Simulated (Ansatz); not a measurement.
**Ni: density, localisation and related maps**

```cif
data_structure
_symmetry_space_group_name_H-M 'P 1'
_symmetry_Int_Tables_number 1
_cell_length_a 3.4696
_cell_length_b 3.4596
_cell_length_c 3.4694
_cell_angle_alpha 90.000
_cell_angle_beta 90.162
_cell_angle_gamma 90.000
_cell_volume 41.64
loop_
_atom_site_label
_atom_site_type_symbol
_atom_site_fract_x
_atom_site_fract_y
_atom_site_fract_z
_atom_site_occupancy
Ni1 Ni 0.00000 0.00000 0.00000 1
Ni2 Ni 0.50000 0.00000 0.50000 1
Ni3 Ni 0.50000 0.50000 0.00000 1
Ni4 Ni 0.00000 0.50000 0.50000 1
```

Space group I4/mmm; a structure from a database of computed crystals, not necessarily the ambient phase; computed pressure about 10 GPa in this cell; spin-polarised.

Method: Ansatz 0.2.0, Kohn-Sham DFT of a periodic cell, PBE, Ansatz PAW.

The density is the valence pseudo-density of a PAW calculation; it isn't the true density close to the nuclei.

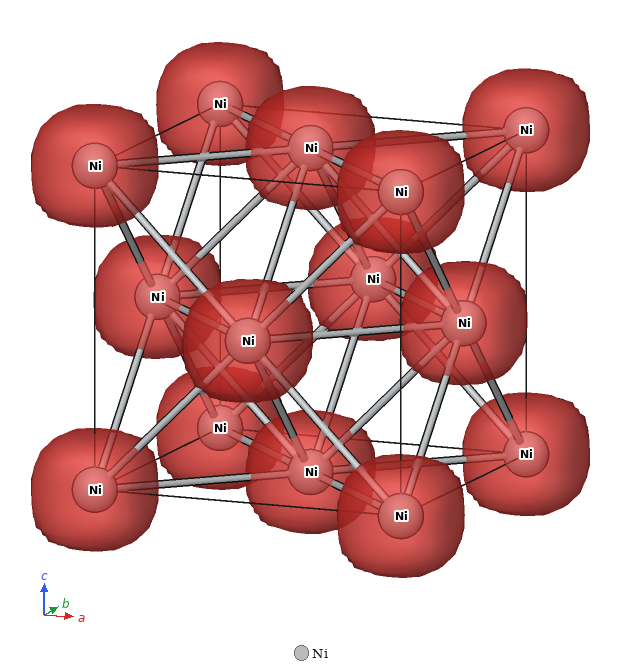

Figure 1. Isosurface of the magnetisation density (up minus down) at +0.1 e/Å³ (red), seen slightly off an axis. Sticks mark near contacts.

### Describe the spin distribution.

The spin density sits on Ni: +0.7 μB (×4) in one cell of 4 atoms: parallel main moments (a ferromagnetic arrangement) in this solution. The cell of the calculation (2 atoms) carries 1.2 μB of net spin moment.

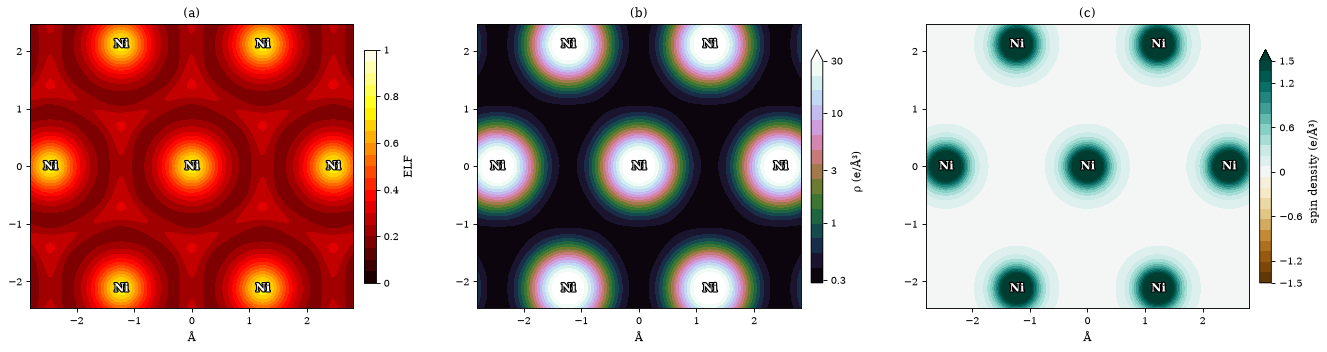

Figure 2. (a) electron localisation function; (b) valence pseudo-density; (c) spin density (up minus down) on the (111) plane of the cell of the magnetic structure.

### What do the fields say about this system?

Atoms in the plane: Ni. Ni–Ni (2.45 Å): ρ at the midpoint is about 0.34 e/Å³; the ELF is about 0.25 at the midpoint (no shared electron pair shows on this line). Between the atoms the lowest density in this plane is 0.28 e/Å³. The features right at Ni lie inside the PAW spheres, where the map follows smoothed inner orbitals and isn't to be read closely.

### Metal or insulator at this level of theory?

It is metallic or semimetallic at this level of theory: no gap opens.
